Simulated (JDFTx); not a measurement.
# Energy of GaP along an even scaling of the cell

System: GaP (F-43m, 2 atoms in the cell).
Method: Kohn-Sham DFT of a periodic cell, PBEsol, PseudoDojo-SR-PBEsol-0.4.1-standard, no spin polarisation (JDFTx 1.7.0 (patched build)).

The 7 runs differ only in the geometry, by an even scaling of the cell at fixed fractional positions. The structure derives from an entry of the Crystallography Open Database.

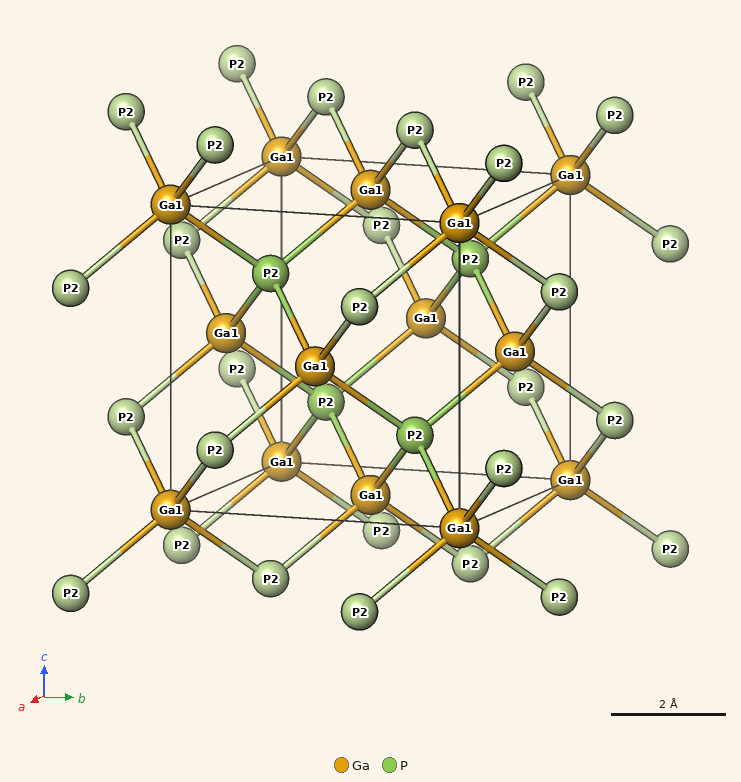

Figure 1. The structure of run 4 (ball-and-stick view of the cell 4 times as large as that of the calculation, set on its symmetry axes, seen slightly off an axis; neighbours outside the cell are drawn fainter; atoms are numbered from 1 in the order of the input).

**Input of run 4**
```
lattice \
    0.0000000000     2.7252500000     2.7252500000 \
    2.7252500000     0.0000000000     2.7252500000 \
    2.7252500000     2.7252500000     0.0000000000
latt-scale 1.889726124626 1.889726124626 1.889726124626
coords-type Lattice
ion Ga     0.0000000000     0.0000000000     0.0000000000 1
ion P      0.7500000000     0.7500000000     0.7500000000 1

ion-species pseudo/Ga.upf
ion-species pseudo/P.upf
elec-cutoff 40 320
elec-ex-corr gga-PBEsol
kpoint-folding 8 8 8
elec-smearing Fermi 0.0018374661
elec-n-bands 15
electronic-SCF nIterations 100 energyDiffThreshold 1e-09
electronic-minimize nIterations 30 energyDiffThreshold 1e-7
forces-output-coords Cartesian

dump-name run.$VAR
dump End Ecomponents EigStats BandEigs Kpoints Forces Stress
```

Command:
```bash
jdftx -c 1 -i GaP.in -o GaP.out
```

Run 6 differs from it as follows:
```diff
-    0.0000000000     2.7252500000     2.7252500000 \
-    2.7252500000     0.0000000000     2.7252500000 \
-    2.7252500000     2.7252500000     0.0000000000
+    0.0000000000     2.7611126653     2.7611126653 \
+    2.7611126653     0.0000000000     2.7611126653 \
+    2.7611126653     2.7611126653     0.0000000000
```

**Results, with one run withheld**

| run | volume per atom (Å³) | free energy per atom, from the lowest run given (meV) | pressure (GPa) | gap on the mesh (eV) |
| --- | --- | --- | --- | --- |
| 1 | 19.026 | 17.24 | 5.33 | 1.38 |
| 2 | 19.431 | 6.48 | 3.16 | 1.43 |
| 3 | 19.836 | 0.91 | 1.22 | 1.48 |
| 4 | 20.240 | 0.00 | −0.52 | 1.52 |
| 5 | 20.645 | 3.26 | −2.09 | 1.52 |
| 6 | 21.050 | ? | ? | ? |
| 7 | 21.455 | 20.60 | −4.74 | 1.27 |

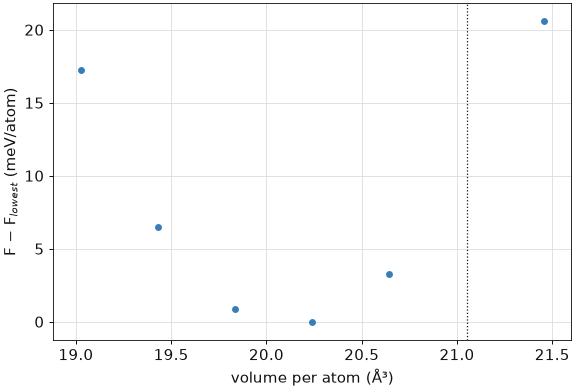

Figure 2. Free energy per atom of the runs given; the dotted line marks run 6.

Estimate the energy of run 6 from the others.

A cubic polynomial in V^(−2/3) (the Birch–Murnaghan form), fitted to the 6 runs given, misses them by under 0.01 meV per atom. With x = V^(−2/3) − 0.13536 Å⁻², it reads F = −0.15964 + 240.6 x + 6.5492e+05 x² + 1.1052e+06 x³ (meV per atom). At run 6 it gives 10.25 meV per atom, and the run itself gives 10.26. The slope of the fit gives a pressure −dF/dV of −3.45 GPa there, and the run prints −3.49 GPa. The fit has its minimum at 20.121 Å³ per atom, where V d²F/dV² gives 84.6 GPa: the bulk modulus at this level, since symmetry fixes the shape and the positions. The gap on the mesh lies between 1.27 eV (run 7) and 1.52 eV (run 5); run 6 has 1.42 eV. These are gaps of this functional on this mesh, which can miss the band edges; they aren't the measured gap.

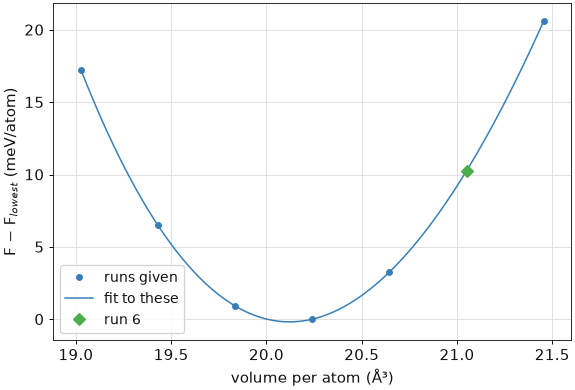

Figure 3. The fit and the withheld run.

**Some lines of the output (run 6)**
```
[...]
unit cell volume = 284.105
     Etot =      -73.7947070115158681
        F =      -73.7947070120284536
	HOMO-LUMO gap: +0.052134
	Optical gap  : +0.052134 at state 0 ( [ +0.000000 +0.000000 +0.000000 ] spin 0 )
```
